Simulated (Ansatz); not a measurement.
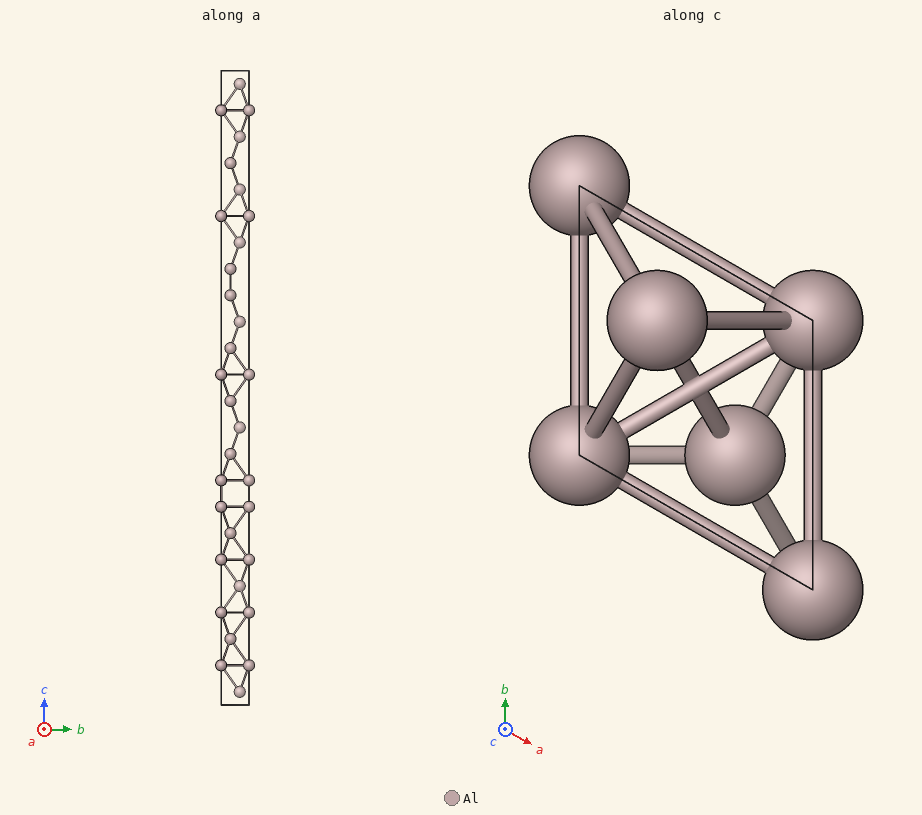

View along the a axis and along the c axis, drawn as a ball-and-stick model. The wireframe shows the conventional unit cell.

Al, space group R3m (No. 160), a = 2.84 Å, b = 2.84 Å, c = 55.93 Å, α = 90.00°, β = 90.00°, γ = 120.00°.

Electronic-structure method: DFT PBEsol, scalar-relativistic, plane waves, PAW (Ansatz). Parameters: a cutoff energy of 420 eV, k-points about 0.13 Å⁻¹ apart, Gaussian smearing of 0.15 eV, no spin polarisation.

Is the electronic structure metallic or gapped?

A metal: bands cross the Fermi level.

What pressure does the calculation give for this cell?

The computed pressure is 2.2 GPa (compressed: it would expand). The stress isn't hydrostatic: its largest component is 6.1 GPa.

The model was built from a structure listed in the Materials Project. The cell was then strained or its atoms displaced on purpose. It went into a calculation with Ansatz.

At this level of theory the run's own cell isn't at rest (forces up to 2.2 eV/Å), so its distances can differ from those at equilibrium, the more so the softer the solid.
